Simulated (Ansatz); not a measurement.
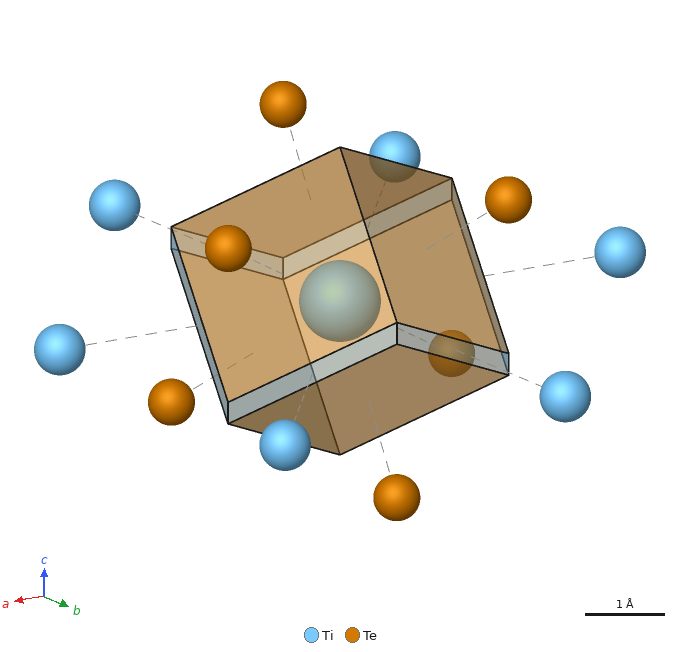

The polyhedron is the computed Voronoi (Dirichlet) cell of the central atom: each face lies in the plane that bisects the line to a neighbour. Central atom: Ti (1a) in TiTe2; faces take the colour of the neighbour behind them. Source: a calculation's input that goes back to an entry of the Crystallography Open Database (an earlier step may have relaxed or displaced it).

TiTe2, space group P-3m1 (No. 164), a = 3.777 Å, b = 3.777 Å, c = 6.498 Å, α = 90.00°, β = 90.00°, γ = 120.00°

```json
{"site": "Ti", "Wyckoff": "1a", "x": "0.0000", "y": "0.0000", "z": "0.0000"}
{"site": "Te", "Wyckoff": "2d", "x": "0.6667", "y": "0.3333", "z": "0.2628"}
```

**Give the Voronoi index ⟨n3,n4,n5,n6,…⟩ (numbers of faces with 3, 4, 5, 6 … edges).**

12 faces, index ⟨0,12,0,0⟩: a twelve-faced cell of four-edged faces, as in close packing.

**What is the volume of this Voronoi cell?**

21.1 Å³, against a mean of 26.8 Å³ per atom in this structure.

**Which neighbours share a face with the central atom?**

6 Te (92 % of the solid angle) and 6 Ti (8 % of the solid angle).
